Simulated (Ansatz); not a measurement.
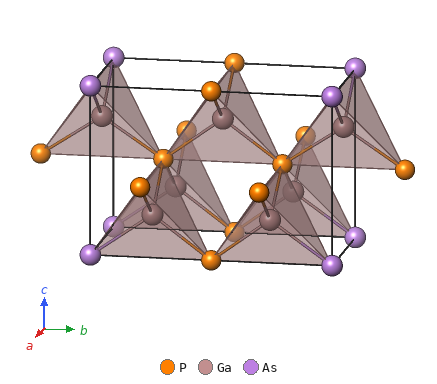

This polyhedral model is shown slightly off an axis. Lines trace the edges of the conventional unit cell. Some atoms of the next cells are drawn as well.

Ga4AsP3, space group Pmm2 (No. 25), a = 3.89 Å, b = 7.79 Å, c = 5.50 Å, α = 90.00°, β = 90.00°, γ = 90.00°.

The numbers come from Ansatz, difference of finished runs, DFT, HSE06, plane waves, PAW, using a cutoff energy of 420 eV.

Is it conducting or gapped at this level?

A semiconductor at this level, with a gap of 2.05 eV.

Its origin is a structure type filled with these elements by a generator (whether the compound takes this form wasn't checked). Earlier steps of the study may have refined or changed the cell and positions. A calculation with Ansatz used it as input.
